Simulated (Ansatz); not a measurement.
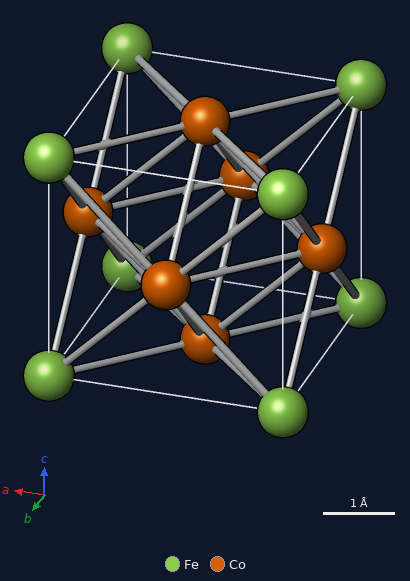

Phonons of solid FeCo$_{3}$, space group Pm-3m (No. 221), at the zone centre. Style: ball-and-stick. Shown: the cell of the calculation, from a free direction.

Theory: DFT PBEsol, scalar-relativistic, plane waves, PAW (Ansatz 0.2.0).

The input:
```yaml
crystal:
  lattice:
    - [3.4869984416, 0.0, 0.0]
    - [0.0, 3.4869984416, 0.0]
    - [0.0, 0.0, 3.4869984416]
  atoms:
    - { symbol: Fe, position: [0.0, 0.0, 0.0], spin: 2.74 }
    - { symbol: Co, position: [0.5, 0.5, 0.0], spin: 1.77 }
    - { symbol: Co, position: [0.5, 0.0, 0.5], spin: 1.77 }
    - { symbol: Co, position: [0.0, 0.5, 0.5], spin: 1.77 }
basis:
  ecutwfc: 420
kpoints:
  mp_grid: { grid: [12, 12, 12] }
hamiltonian:
  xc: pbesol
scf:
  occupations: { method: gaussian, width: 0.2 }
output:
  eigenvalues: true
  populations: true
magnetization:
  spin_polarized: true
phonons:
  method: dfpt
  eigenvectors: true
```

Launched with:
```bash
ansatz run input.yaml --threads 2 --pin off --max-ram 6144MiB --backend cpu --events-out ev --progress --plain --runs-dir out
```

The frequencies depend somewhat on the k-mesh and the smearing.

Question: List the optical modes.

Answer: The calculation's cell holds 4 atoms, so there are 9 optical modes, in 3 levels. The optical modes span 2T₁u + T₂u. No level is unstable.

```json
{"level": "1", "symmetry": "T₁u", "frequency (cm⁻¹)": "206", "activity": "infrared-active"}
{"level": "2", "symmetry": "T₂u", "frequency (cm⁻¹)": "211", "activity": "silent"}
{"level": "3", "symmetry": "T₁u", "frequency (cm⁻¹)": "309", "activity": "infrared-active"}
```

The crystal is a metal, so free carriers screen the infrared response.

The displacement patterns (one member of each degenerate set):

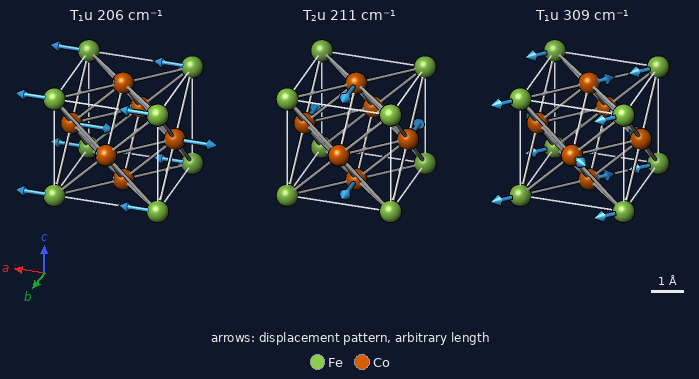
